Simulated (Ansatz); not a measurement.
**Geometry relaxation of Mg**

The run: geometry relaxation of Mg (I4₁/amd, 2 atoms in the cell). Method and program: DFT, PBE, all-electron LAPW, scalar-relativistic, no spin polarisation (Ansatz 0.2.0).

It belongs to a series of runs on one base structure; here: beta_tin relaxed under pressure, LAPW.

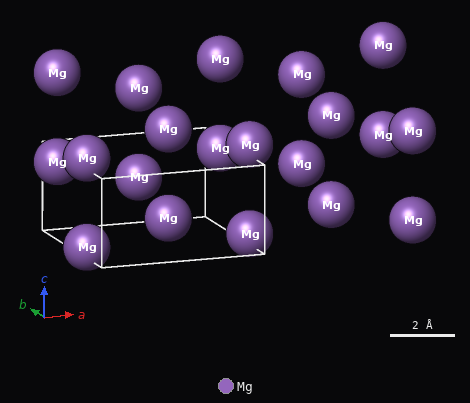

Fig. 1: The structure as given in the input (spheres-only view of the cell 2 times as large as that of the calculation, set on its symmetry axes, repeated 2 × 1 × 2, seen slightly off an axis). An atom can appear more than once, as a periodic image.

## Summary

| quantity | value |
| --- | --- |
| outcome | converged |
| space group (tolerance 0.01 Å) | I4₁/amd (141) |
| electrons in bands (core shells apart) | 20 |
| free energy | −10902.1298 eV |
| Fermi energy | 5.776 eV |
| pressure | 5.70 GPa |
| final volume | 43.80 Å³ |
| largest force (length of the vector) at the end | under 0.001 eV/Å |
| final cell | a = 4.148 Å, b = 4.148 Å, c = 4.148 Å, α = 97.02°, β = 97.02°, γ = 139.06° |
| hardware | 1 thread of AMD EPYC (Zen 5), 32 GiB of memory available, shared host |
| wall time | 15 s |
| peak memory | 0.54 GiB |

## Remarks

The cell was relaxed to the target pressure of the input; what is minimised is then the enthalpy E + pV.

## The input
```yaml
crystal:
  lattice:
    - [-2.7475828346, 2.7475828346, 1.4511527871]
    - [2.7475828346, -2.7475828346, 1.4511527871]
    - [2.7475828346, 2.7475828346, -1.4511527871]
  atoms:
    - { symbol: Mg, position: [-0.375, -0.125, -0.25] }
    - { symbol: Mg, position: [0.375, 0.125, 0.25] }
kpoints:
  mp_grid: { grid: [15, 15, 15] }
scf:
  occupations: { method: fermi_dirac, width: 0.08 }
hamiltonian:
  xc: pbe
  pseudopotentials: { kind: all_electron, lapw: { basis_error: 0.0005 } }
output:
  forces: true
  stress: true
  eigenvalues: true
relax:
  f_tol: 0.005
  max_steps: 12
  cell: { p_target: 5.7, stress_tol: 0.03 }
```

Launch command:
```bash
ansatz run input.yaml --threads 1 --pin off --max-ram 3584MiB --backend cpu --events-out ev --progress --plain --runs-dir out
```

## The program's output
```
The last accepted step is kept in [file] (removed where the run ends without a failure and the disk answers)
LAPW: plane waves up to 6.844 Å⁻¹, error target 5.0e-4 eV per atom; small_component_spin mean_spin; Mg in spheres of 1.378 Å, 10 of its electrons in bands, Dirac shells [] (how accurate: hamiltonian.pseudopotentials.lapw.basis_error, Limitations)
Engine: ansatz 0.2.0, x86_64-unknown-linux-gnu
Pseudopotentials: kind: all_electron
Pseudopotential: Mg, LAPW, valence charge 10, lapw/all_electron/scalar/gaussian/Mg, Koelling and Harmon's equation, gaussian nucleus
Functional definition: PBE
  parameter kappa = 0.804
  parameter beta = 0.06672455060314922
  exchange = pbe_x(kappa = kappa, mu = beta*pi^2/3)
  correlation = pbe_c(beta = beta)
Crystal: 2 atoms, lattice volume = 43.820 Å³
Basis set: ecut = 178.46091118638034 eV, 243 PW (Γ), FFT grids on a1+a2, a2, a3, exchange–correlation at level 2
Bands: 14, of which v1, the nominal top of the filled ones, is band 10 counted from 1 (9 counted from 0)
Symmetry: 16 space group operations
Space group: I41/amd (ITA 141), of the structure as read, at distance tolerance 3.5e-5 Å
k-points: 288 of 3375
Non-local potential: Mg, projectors of the file, none
Initial density: superposition of atomic densities (chi_scale 0.1, normalization cell)
Initial wavefunctions: plane waves of lowest kinetic energy (no species holds an atomic orbital)
Functional: x = pbe(κ = 0.804, μ = 0.2195149727645171), c = pbe(β = 0.06672455060314922)
iter 1 solved again at ethr=2.94e-4 eV; its pass at ethr=1.00e-1 eV (dr2=5.89e-2 eV) is discarded
SCF iter   1: F=—  HF=-10902.155197 eV  |F-HF|=—  |Δ(HF+E_count)|=         —  Δρ=1.03e-2  dr2=5.92e-2  ethr=2.94e-4  ⟨swp⟩=2.9  Hψ=29278  notcnv=0
preconditioner: auto → none  [metal: Δε(μ)=0.005 eV  Ē_g=6.929 eV  σ=0.080 eV  W_gap=0.02  n_scr=8 (ndim 8)  ℏωp=11.2 eV  f_vac=0.000  D(μ)=0.90/eV (n_scr^D=4)  sad-step TF]
SCF iter   2: F=—  HF=-10902.139187 eV  |F-HF|=—  |Δ(HF+E_count)|=   1.60e-2  Δρ=7.09e-3  dr2=3.00e-2  ethr=2.94e-4  ⟨swp⟩=2.0  Hψ=10529  notcnv=0  defer=1
iter 3 solved again at ethr=2.53e-6 eV; its pass at ethr=1.50e-4 eV (dr2=5.07e-4 eV) is discarded
SCF iter   3: F=—  HF=-10902.130298 eV  |F-HF|=—  |Δ(HF+E_count)|=   8.89e-3  Δρ=8.58e-4  dr2=5.00e-4  ethr=2.53e-6  ⟨swp⟩=2.0  Hψ=18746  notcnv=0
SCF iter   4: F=—  HF=-10902.130393 eV  |F-HF|=—  |Δ(HF+E_count)|=   9.53e-5  Δρ=4.13e-5  dr2=9.85e-7  ethr=2.50e-6  ⟨swp⟩=2.0  Hψ=10531  notcnv=0
SCF iter   5: F=-10902.130358 eV  HF=-10902.130358 eV  |F-HF|=4.76e-8  |Δ(HF+E_count)|=   3.49e-5  Δρ=9.67e-6  dr2=2.88e-8  ethr=4.93e-9  ⟨swp⟩=3.0  Hψ=11212  notcnv=0
SCF 1 converged in 5 iterations: F = -10902.130358 eV  dr2 = 2.88e-8
relax step   1: F+E_penalty+E_count = -10902.13035807 eV  Δ(F+E_penalty+E_count) = +0.000e0 eV  max|allowed force component| = 1.626e-19 eV/Å  Δτ_max = 0.0000 Å  P = +5.684 GPa  Ω = 43.820 Å³  (5 SCF iters, accepted)
Crystal: 2 atoms, lattice volume = 43.803 Å³
Basis set: ecut = 178.50716701763113 eV, 243 PW (Γ), FFT grids on a1+a2, a2, a3, exchange–correlation at level 2
Initial density: handed on by an earlier stage of this run
Initial wavefunctions: those handed on with the density
iter 1 solved again at ethr=4.59e-10 eV; its pass at ethr=1.00e-1 eV (dr2=9.19e-8 eV) is discarded
SCF iter   1: F=—  HF=-10902.129755 eV  |F-HF|=—  |Δ(HF+E_count)|=         —  Δρ=2.05e-5  dr2=2.61e-7  ethr=4.59e-10  ⟨swp⟩=5.5  Hψ=25637  notcnv=0
preconditioner: auto → none  [metal: Δε(μ)=0.013 eV  Ē_g=6.920 eV  σ=0.080 eV  W_gap=0.04  n_scr=8 (ndim 8)  ℏωp=11.2 eV  f_vac=0.000  D(μ)=0.90/eV (n_scr^D=4)]
SCF iter   2: F=-10902.129755 eV  HF=-10902.129755 eV  |F-HF|=4.89e-9  |Δ(HF+E_count)|=   1.03e-8  Δρ=9.33e-6  dr2=5.17e-8  ethr=4.59e-10  ⟨swp⟩=2.0  Hψ=10531  notcnv=0
SCF 2 converged in 2 iterations: F = -10902.129755 eV  dr2 = 5.17e-8
relax step   2: F+E_penalty+E_count = -10902.12975538 eV  Δ(F+E_penalty+E_count) = +6.027e-4 eV  max|allowed force component| = 1.084e-19 eV/Å  Δτ_max = 0.0000 Å  P = +5.705 GPa  Ω = 43.803 Å³  (2 SCF iters, accepted)
iter 1 solved again at ethr=2.58e-10 eV; its pass at ethr=1.00e-1 eV (dr2=5.16e-8 eV) is discarded
SCF iter   1: F=—  HF=-10902.129755 eV  |F-HF|=—  |Δ(HF+E_count)|=         —  Δρ=9.31e-6  dr2=5.15e-8  ethr=2.58e-10  ⟨swp⟩=2.1  Hψ=19376  notcnv=0  reapply=1
SCF iter   2: F=-10902.129755 eV  HF=-10902.129755 eV  |F-HF|=2.39e-9  |Δ(HF+E_count)|=   5.62e-9  Δρ=4.31e-6  dr2=1.05e-8  ethr=2.58e-10  ⟨swp⟩=2.0  Hψ=10531  notcnv=0
SCF 3 converged in 2 iterations: F = -10902.129755 eV  dr2 = 1.05e-8
relax step   3: F+E_penalty+E_count = -10902.12975544 eV  Δ(F+E_penalty+E_count) = -5.982e-8 eV  max|allowed force component| = 1.084e-19 eV/Å  Δτ_max = 0.0000 Å  P = +5.705 GPa  Ω = 43.803 Å³  stress off target by 7.09e-3 GPa  SCF on the basis re-selected at this cell (its energy is not comparable with the rows above)  (2 SCF iters)
```

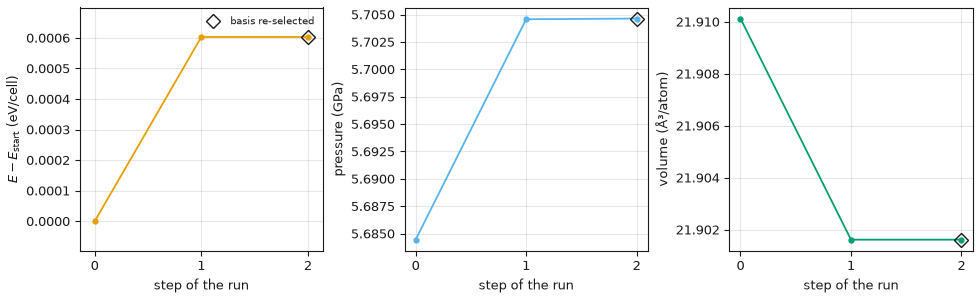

Fig. 2: Progress of the relaxation, step by step (the first geometry is step 0 here and step 1 in the log). No atom moves by more than 0.005 Å relative to the cell. The space group stays I4_1/amd (No. 141). The energy rises by 0.6 meV per cell of the calculation in 1 geometry step. All forces vanish by symmetry, so only the cell relaxes. Pressure: 5.68 GPa at the start and 5.70 GPa at the end. A last SCF at the same geometry on a re-selected plane-wave basis shifts the energy by next to nothing (0.0 meV per cell of the calculation). (Atoms are counted from 1 in the order of the input.)

```
basis re-selected at this cell: Δ(F+E_penalty+E_count) = -5.982e-8 eV, ΔP = +0.000 GPa vs the last step (what re-selecting the basis moved, after the strain that the cell walked since its last selection, with what the two solves' SCF thresholds leave and, on support functions, any second-order correction that the steps lacked; it is no measure of the basis error at this ecutwfc). This SCF's stress stands 7.09e-3 GPa from its target on what of the cell is left free (relax.cell.stress_tol is 3.00e-2 GPa) and its largest allowed force component is 1.08e-19 eV/Å (relax.f_tol is 5.00e-3 eV/Å): within both
SCF converged after 2 iterations
Free energy (F): -10902.129755 eV
Harris-Foulkes:  -10902.129755 eV  (|F-HF|=2.39e-9)
Internal energy: -10902.111268 eV  (E = F + TS)
E sigma→0 (E₀):  -10902.120511 eV
Entropy (-TS):   -0.018488 eV (-9.244 meV/atom)
Fermi energy:    5.776355 eV
--- Per-component energies (eV) ---
  E_band       = -713.516498
  E_kinetic    = 10921.489380
  E_xc         = -895.747714
  E_electrostatic = -20927.852933  (all electrons and nuclei)
  E_smearing   = -0.018488  (= −TS)
  E_closure    = 0.000000  (closes the sum)
  E_atoms      = -10899.778860  (free atoms, spherical and without spin; not in F)
  Σ components = -10902.129755   (vs F -10902.129755, Δ=0.00e0)
  Basis errors (estimates in eV, not in F): energy 1.8e-4 per atom: plane waves 1.7e-4 (9.4e-5 summed), levels above the bands 2.1e-27, relativity 1.1e-9, radial functions 1.1e-5, core shells 2.7e-13; eigenvalues (radial functions only) 5.4e-7; not estimated: angular momenta, meshes, grids; target (lapw.basis_error) 5.0e-4; muffin-tin radii Mg 1.378 Å
--- Forces (eV/Å), atoms counted from 1 ---
  atom   1  Mg     0.00000000     0.00000000     0.00000000
  atom   2  Mg    -0.00000000    -0.00000000     0.00000000
  max |Σ_I F_I| component: 0.00e0 eV/Å
--- Stress (GPa, compression-positive) ---
        5.707092      -0.000000      -0.000000
       -0.000000       5.707092      -0.000000
       -0.000000      -0.000000       5.699716
  P = ⅓ Tr σ = 5.7046 GPa (57.046 kbar)
--- Band table (eV; the first three rows and the last of 288) ---
  k-point 0: bands = ["-70.2742", "-70.2640", "-37.0576", "-37.0576", "-37.0066", "-37.0066", "-36.9936", "-36.9929", "-1.3681", "7.6385", "7.6385", "8.5099", "9.1325", "15.2305"]
  k-point 1: bands = ["-70.2741", "-70.2641", "-37.0571", "-37.0571", "-37.0075", "-37.0072", "-36.9933", "-36.9928", "-1.3235", "6.8911", "7.6765", "8.8013", "9.6968", "14.7975"]
  k-point 2: bands = ["-70.2738", "-70.2645", "-37.0556", "-37.0556", "-37.0097", "-37.0090", "-36.9927", "-36.9927", "-1.1900", "5.8403", "7.7905", "8.9815", "10.8891", "13.9637"]
  k-point 287: bands = ["-70.2691", "-70.2690", "-37.0647", "-37.0642", "-37.0023", "-37.0015", "-36.9934", "-36.9932", "2.8915", "3.4797", "3.5774", "4.1614", "15.1537", "15.1684"]
--- Relaxed structure (2 steps of the walk, 2 accepted, 1 SCFs on fresh bases) ---
  F+E_penalty+E_count = -10902.12975544 eV   max|allowed force component| = 1.084e-19 eV/Å   (the final SCF, on the basis selected at the relaxed cell)
  cell:  # Å, volume = 43.8032 Å³
    - [-2.7476815864640756, 2.7476815864640756, 1.4504845100759909]
    - [2.7476815864640756, -2.7476815864640756, 1.4504845100759909]
    - [2.7476815864640756, 2.7476815864640756, -1.4504845100759909]
  atoms:
    - { symbol: Mg, position: [-0.375, -0.12499999999999999, -0.24999999999999997] }
    - { symbol: Mg, position: [0.375, 0.12499999999999999, 0.24999999999999997] }
```

## Trajectory as extended XYZ (Å, eV, eV/Å), 3 frames, from step=1 to step=3
```
2
Lattice="-2.7476 2.7476 1.4512 2.7476 -2.7476 1.4512 2.7476 2.7476 -1.4512" Properties=species:S:1:pos:R:3:forces:R:3 step=1 energy=-10902.13036 pressure_GPa=5.68
Mg    0.0000   -1.3738   -0.3628    0.0000   0.0000   0.0000
Mg    0.0000    1.3738    0.3628    0.0000   0.0000   0.0000
2
Lattice="-2.7477 2.7477 1.4505 2.7477 -2.7477 1.4505 2.7477 2.7477 -1.4505" Properties=species:S:1:pos:R:3:forces:R:3 step=2 energy=-10902.12975 pressure_GPa=5.70
Mg    0.0000   -1.3738   -0.3626    0.0000   0.0000   0.0000
Mg    0.0000    1.3738    0.3626    0.0000   0.0000   0.0000
2
Lattice="-2.7477 2.7477 1.4505 2.7477 -2.7477 1.4505 2.7477 2.7477 -1.4505" Properties=species:S:1:pos:R:3:forces:R:3 step=3 energy=-10902.12975 pressure_GPa=5.70
Mg    0.0000   -1.3738   -0.3626    0.0000   0.0000   0.0000
Mg    0.0000    1.3738    0.3626    0.0000   0.0000   0.0000
```
